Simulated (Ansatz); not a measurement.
**W: a changed input and its effect**

System: W (Im-3m, 2 atoms in the cell).
Method of the first run: DFT r2SCAN, scalar-relativistic, plane waves, PAW, no spin polarisation (Ansatz 0.2.0).

The structure derives from a Materials Project entry. Text and figures count atoms from 1; the logs count them from 0 in places.

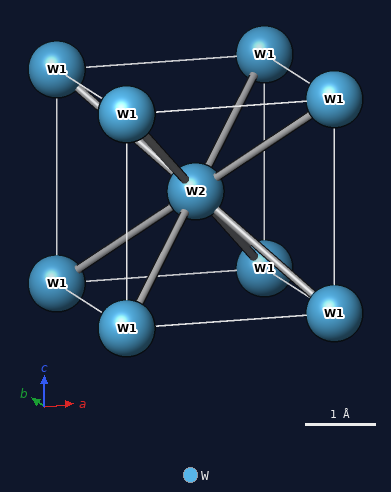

Figure 1. The structure as given in the input (ball-and-stick view of the cell of the calculation, seen slightly off an axis; atoms are numbered from 1 in the order of the input). An atom can appear more than once, as a periodic image.

Input file, the first run:
```yaml
crystal:
  lattice:
    - [3.1367170595, 0.0, 0.0]
    - [0.0, 3.1367170595, 0.0]
    - [0.0, 0.0, 3.1367170595]
  atoms:
    - { symbol: W, position: [0.0, 0.0, 0.0] }
    - { symbol: W, position: [0.5, 0.5, 0.5] }
basis:
  ecutwfc: 500
kpoints:
  mp_grid: { grid: [16, 16, 16] }
hamiltonian:
  xc: r2scan
scf:
  occupations: { method: gaussian, width: 0.1 }
output:
  forces: true
  stress: true
  eigenvalues: true
  write_density: true
  write_potential: true
  elf: true
  volumetric_format: npy
```

Command:
```bash
ansatz run input.yaml --threads 1 --pin off --max-ram 2560MiB --backend cpu --events-out ev --progress --plain --runs-dir out
```

Hardware: 1 thread of Intel Xeon @ 2.50GHz (Skylake/Cascade Lake), 189 GiB of memory available, shared host.

Output, shortened to warnings, some set-up lines, iterations and results (the first run):
```
Basis set: ecut = 500 eV, 751 PW (Γ), exchange–correlation on 96×96×96 points (64 copies of the dense FFT grid, shifted against one another)
Symmetry: 96 space group operations
k-points: 165 of 4096
Initial density: superposition of atomic densities (neutral atoms: chi_scale 0, normalization atom), corrected by the library's trained network
[...]
SCF iter   1: F=—  HF=-20794.525433 eV  |F-HF|=—  |Δ(HF+E_count)|=         —  Δρ=6.36e-3  dr2=4.19e-3  dr2_τ=1.14e-1  ethr=1.77e-3  ⟨swp⟩=5.1  Hψ=13028  notcnv=0
SCF iter   2: F=—  HF=-20794.564850 eV  |F-HF|=—  |Δ(HF+E_count)|=   3.94e-2  Δρ=4.26e-3  dr2=1.62e-3  dr2_τ=3.62e-4  ethr=1.50e-5  ⟨swp⟩=2.0  Hψ=6238  notcnv=0
SCF iter   3: F=—  HF=-20794.566036 eV  |F-HF|=—  |Δ(HF+E_count)|=   1.19e-3  Δρ=5.21e-4  dr2=3.69e-5  dr2_τ=2.57e-5  ethr=5.80e-6  ⟨swp⟩=3.0  Hψ=5408  notcnv=0
SCF iter   4: F=—  HF=-20794.566045 eV  |F-HF|=—  |Δ(HF+E_count)|=   9.57e-6  Δρ=2.37e-4  dr2=4.50e-6  dr2_τ=2.72e-6  ethr=1.32e-7  ⟨swp⟩=2.9  Hψ=5024  notcnv=0
SCF iter   5: F=—  HF=-20794.566048 eV  |F-HF|=—  |Δ(HF+E_count)|=   2.81e-6  Δρ=5.05e-5  dr2=2.29e-7  dr2_τ=1.49e-7  ethr=1.61e-8  ⟨swp⟩=2.9  Hψ=5424  notcnv=0
SCF iter   6: F=-20794.566048 eV  HF=-20794.566048 eV  |F-HF|=1.14e-8  |Δ(HF+E_count)|=   2.38e-7  Δρ=1.13e-5  dr2=1.19e-8  dr2_τ=1.98e-9  ethr=3.57e-10  ⟨swp⟩=9.2  Hψ=18725  …
SCF 1 converged in 6 iterations: F = -20794.566048 eV  dr2 = 1.19e-8
SCF converged after 6 iterations
Free energy (F): -20794.566048 eV
Harris-Foulkes:  -20794.566048 eV  (|F-HF|=1.14e-8)
Internal energy: -20794.559506 eV  (E = F + TS)
E sigma→0 (E₀):  -20794.562777 eV
Entropy (-TS):   -0.006542 eV (-3.271 meV/atom)
Fermi energy:    23.203102 eV
--- Per-component energies (eV) ---
  E_band       = -173.031709
  E_kinetic    = 904.784022
  E_local      = -1161.245490  (includes V_loc(G=0)·N_el)
  E_nonlocal   = 2.247355
  E_hartree    = 421.270724
  E_xc         = -499.403097
  E_vxc        = -521.659937  (∫ρ·V_xc dr)
  E_paw        = -17186.556273  (= ΣΔE_a)
  E_vpaw       = -266.614530  (= ΣTr[D̂ρ^β])
  E_aug_tail   = -0.000105  (compensation charges beyond the density's cutoff)
  E_vtau       = 26.915119  (kinetic-family band-sum trace: ∫τ·v_τ [+ j·A + Jᵃ·Aᵃ] dr)
  E_ewald      = -3274.480744
  E_core_change = -1.175898  (= ΣΔE_core)
  E_smearing   = -0.006542  (= −TS)
  E_closure    = 0.000000  (closes the sum)
  Σ components = -20794.566048   (vs F -20794.566048, Δ=0.00e0)
--- Forces (eV/Å), atoms counted from 1 ---
  atom   1  W      0.00000000    -0.00000000     0.00000000
  atom   2  W      0.00000000    -0.00000000    -0.00000000
  max |Σ_I F_I| component: 4.29e-29 eV/Å
--- Stress (GPa, compression-positive) ---
       10.379969       0.000000       0.000000
        0.000000      10.379969       0.000000
        0.000000       0.000000      10.379969
  P = ⅓ Tr σ = 10.3800 GPa (103.800 kbar)
```

The input of the second run differs as follows (lines with − go, lines with + come):
```diff
-    - [3.1367170595, 0.0, 0.0]
-    - [0.0, 3.1367170595, 0.0]
-    - [0.0, 0.0, 3.1367170595]
+    - [3.2317690916, 0.0, 0.0]
+    - [0.0, 3.2317690916, 0.0]
+    - [0.0, 0.0, 3.2317690916]
```

Predict how the results change.

With the same functional and potentials, the second run lies 37.3 meV per atom higher. The pressure goes from 10.38 to −16.59 GPa. The volume per atom goes from 15.43 to 16.88 Å³. The number of SCF iterations is the same. The plane waves at Γ go from 751 to 847.

Output, shortened to warnings, some set-up lines, iterations and results (the second run):
```
Basis set: ecut = 500 eV, 847 PW (Γ), exchange–correlation on 96×96×96 points (64 copies of the dense FFT grid, shifted against one another)
Symmetry: 96 space group operations
k-points: 165 of 4096
Initial density: superposition of atomic densities (neutral atoms: chi_scale 0, normalization atom), corrected by the library's trained network
[...]
SCF iter   1: F=—  HF=-20794.464122 eV  |F-HF|=—  |Δ(HF+E_count)|=         —  Δρ=6.09e-3  dr2=3.45e-3  dr2_τ=8.82e-2  ethr=1.77e-3  ⟨swp⟩=5.0  Hψ=12377  notcnv=0
SCF iter   2: F=—  HF=-20794.489906 eV  |F-HF|=—  |Δ(HF+E_count)|=   2.58e-2  Δρ=4.14e-3  dr2=1.50e-3  dr2_τ=3.81e-4  ethr=1.23e-5  ⟨swp⟩=2.0  Hψ=6242  notcnv=0
SCF iter   3: F=—  HF=-20794.491370 eV  |F-HF|=—  |Δ(HF+E_count)|=   1.46e-3  Δρ=5.98e-4  dr2=3.83e-5  dr2_τ=2.32e-5  ethr=5.36e-6  ⟨swp⟩=3.0  Hψ=5442  notcnv=0
SCF iter   4: F=—  HF=-20794.491389 eV  |F-HF|=—  |Δ(HF+E_count)|=   1.94e-5  Δρ=2.27e-4  dr2=4.18e-6  dr2_τ=2.93e-6  ethr=1.37e-7  ⟨swp⟩=2.9  Hψ=5112  notcnv=0
SCF iter   5: F=—  HF=-20794.491392 eV  |F-HF|=—  |Δ(HF+E_count)|=   2.21e-6  Δρ=3.84e-5  dr2=1.83e-7  dr2_τ=1.23e-7  ethr=1.49e-8  ⟨swp⟩=2.7  Hψ=5450  notcnv=0
SCF iter   6: F=-20794.491392 eV  HF=-20794.491392 eV  |F-HF|=6.64e-9  |Δ(HF+E_count)|=   1.41e-7  Δρ=7.89e-6  dr2=6.05e-9  dr2_τ=1.14e-9  ethr=3.57e-10  ⟨swp⟩=8.8  Hψ=17937  …
SCF 1 converged in 6 iterations: F = -20794.491392 eV  dr2 = 6.05e-9
SCF converged after 6 iterations
Free energy (F): -20794.491392 eV
Harris-Foulkes:  -20794.491392 eV  (|F-HF|=6.64e-9)
Internal energy: -20794.485405 eV  (E = F + TS)
E sigma→0 (E₀):  -20794.488398 eV
Entropy (-TS):   -0.005987 eV (-2.993 meV/atom)
Fermi energy:    20.927976 eV
--- Per-component energies (eV) ---
  E_band       = -234.495114
  E_kinetic    = 895.590552
  E_local      = -1284.976581  (includes V_loc(G=0)·N_el)
  E_nonlocal   = 1.368801
  E_hartree    = 454.801324
  E_xc         = -496.200400
  E_vxc        = -516.990397  (∫ρ·V_xc dr)
  E_paw        = -17185.720624  (= ΣΔE_a)
  E_vpaw       = -265.716442  (= ΣTr[D̂ρ^β])
  E_aug_tail   = -0.000092  (compensation charges beyond the density's cutoff)
  E_vtau       = 26.626533  (kinetic-family band-sum trace: ∫τ·v_τ [+ j·A + Jᵃ·Aᵃ] dr)
  E_ewald      = -3178.172487
  E_core_change = -1.175898  (= ΣΔE_core)
  E_smearing   = -0.005987  (= −TS)
  E_closure    = -0.000000  (closes the sum)
  Σ components = -20794.491392   (vs F -20794.491392, Δ=0.00e0)
--- Forces (eV/Å), atoms counted from 1 ---
  atom   1  W     -0.00000000    -0.00000000     0.00000000
  atom   2  W      0.00000000     0.00000000     0.00000000
  max |Σ_I F_I| component: 6.67e-30 eV/Å
--- Stress (GPa, compression-positive) ---
      -16.592754      -0.000000       0.000000
        0.000000     -16.592754       0.000000
        0.000000       0.000000     -16.592754
  P = ⅓ Tr σ = -16.5928 GPa (-165.928 kbar)
```

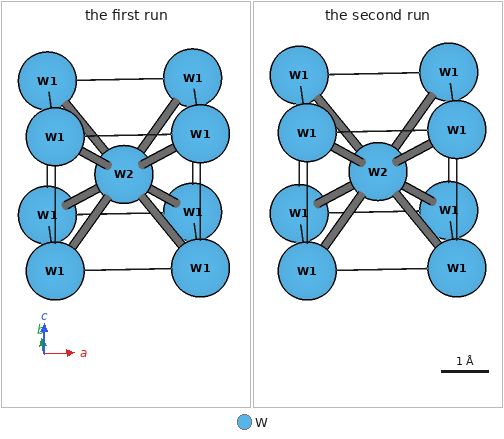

Figure 2. The two input geometries at one scale (ball-and-stick view of the cell of the calculation, seen at an oblique angle). No atom moves by more than 0.005 Å relative to the cell. Cell: a = b = c 3.137 → 3.232 Å (+3.0 %). Volume +9.4 %. Among the contacts that change: W1–W2 2.716 → 2.799 Å.

The two runs side by side:

| quantity | the first run | the second run |
| --- | --- | --- |
| outcome | converged | converged |
| free energy per atom (eV) | −10397.2830 | −10397.2457 |
| energy per atom, smearing taken to zero (eV) | −10397.2814 | −10397.2442 |
| gap on the mesh (eV) | 0.00 | 0.00 |
| pressure (GPa) | 10.38 | −16.59 |
| volume per atom (Å³) | 15.43 | 16.88 |
| largest force (eV/Å) | 0.000 | 0.000 |
| SCF iterations | 6 | 6 |
| irreducible k-points | 165 | 165 |
| plane waves at Γ | 751 | 847 |
| wall time (shared host) | 19 s | 21 s |

For both runs: Spin–orbit coupling is left out, which matters for W. For the first run: The cell is under a pressure of 10.4 GPa at this level, so it is not at its equilibrium volume. For the second run: The cell is under a tension of 16.6 GPa at this level, so it is not at its equilibrium volume.
